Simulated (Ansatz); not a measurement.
Nb$_{16}$H (cell with a defect)

Input file:

```
crystal:
  lattice:
    - [6.6, 0.0, 0.0]
    - [0.0, 6.6, 0.0]
    - [0.0, 0.0, 6.6]
  atoms:
    - { symbol: Nb, position: [0.0, 0.0, 0.0] }
    - { symbol: Nb, position: [0.5, 0.0, 0.0] }
    - { symbol: Nb, position: [0.0, 0.5, 0.0] }
    - { symbol: Nb, position: [0.0, 0.0, 0.5] }
    - { symbol: Nb, position: [0.25, 0.25, 0.25] }
    - { symbol: Nb, position: [0.5, 0.5, 0.0] }
    - { symbol: Nb, position: [0.5, 0.0, 0.5] }
    - { symbol: Nb, position: [0.75, 0.25, 0.25] }
    - { symbol: Nb, position: [0.0, 0.5, 0.5] }
    - { symbol: Nb, position: [0.25, 0.75, 0.25] }
    - { symbol: Nb, position: [0.25, 0.25, 0.75] }
    - { symbol: Nb, position: [0.5, 0.5, 0.5] }
    - { symbol: Nb, position: [0.75, 0.75, 0.25] }
    - { symbol: Nb, position: [0.75, 0.25, 0.75] }
    - { symbol: Nb, position: [0.25, 0.75, 0.75] }
    - { symbol: Nb, position: [0.75, 0.75, 0.75] }
    - { symbol: H, position: [0.25961869, 0.62701464, 0.00643345] }
basis:
  ecutwfc: 420.0
kpoints:
  mp_grid: { grid: [3, 3, 3] }
hamiltonian:
  xc: lda
scf:
  occupations: { method: gaussian, width: 0.1 }
  lower_state_search: "off"
relax:
  f_tol: 0.03
  max_steps: 60
  adjacent_minimum: "off"
output:
  write_density: true
  write_potential: true
  elf: true
  volumetric_format: npy
```

Run with:

```sh
ansatz run input.yaml --threads 4 --pin off --max-ram 10240MiB --backend cpu --events-out ev --progress --plain --runs-dir out
```

The fields are those of the relaxed geometry.

Computed without spin polarisation.

Computed with DFT LDA, scalar-relativistic, plane waves, PAW in Ansatz.

The density is the valence pseudo-density of a PAW calculation; it isn't the true density close to the nuclei.

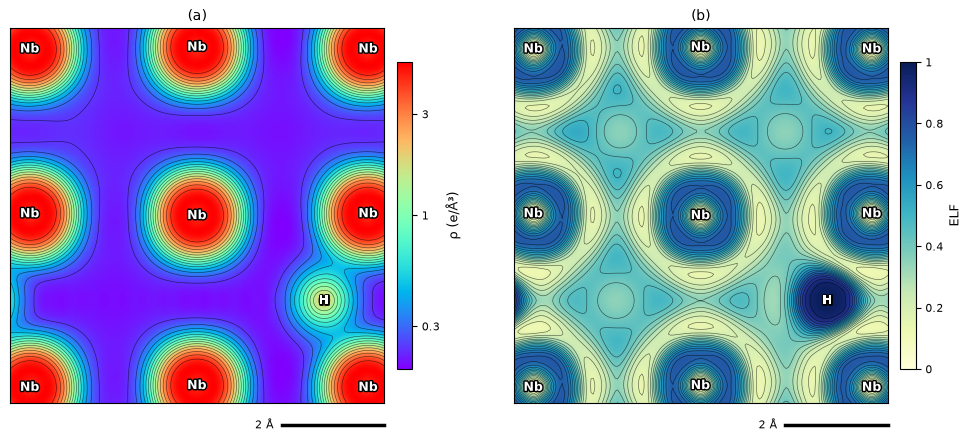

Figure 1. (a) valence pseudo-density; (b) ELF on the (100) plane of the calculation cell.

### What does the map show?

The section cuts through Nb and H sites. Nb–H (1.90 Å): the density is about 0.8 e/Å³ at the midpoint; the ELF climbs to about 1 towards the hydrogen. Between the atoms the lowest density in this plane is 0.19 e/Å³. The features right at Nb lie inside the PAW spheres, where the map follows smoothed inner orbitals and isn't to be read closely.

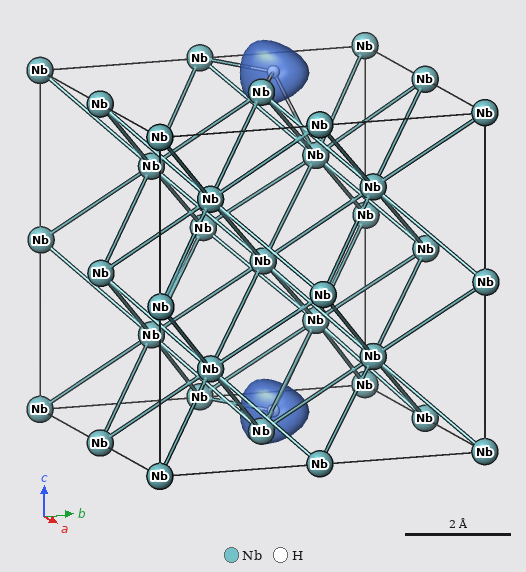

Figure 2. Isosurface of the electron localisation function at 0.6 (blue), seen slightly off an axis. Only the valence region is drawn (cores and ρ < 0.01 e/Å³ removed). Sticks mark near contacts.

### Identify the bonds, lone pairs and shells in this picture.

At this value the surface marks out one region around a hydrogen nucleus, counted in one cell of 17 atoms. Regions shared between cells count once. Profiles from the grid: Nb–Nb (2.82 Å): the ELF is about 0.25 at the midpoint; no shared electron pair shows on this line.

### Does the calculation give a band gap?

It is gapless in this calculation (a metal or semimetal).
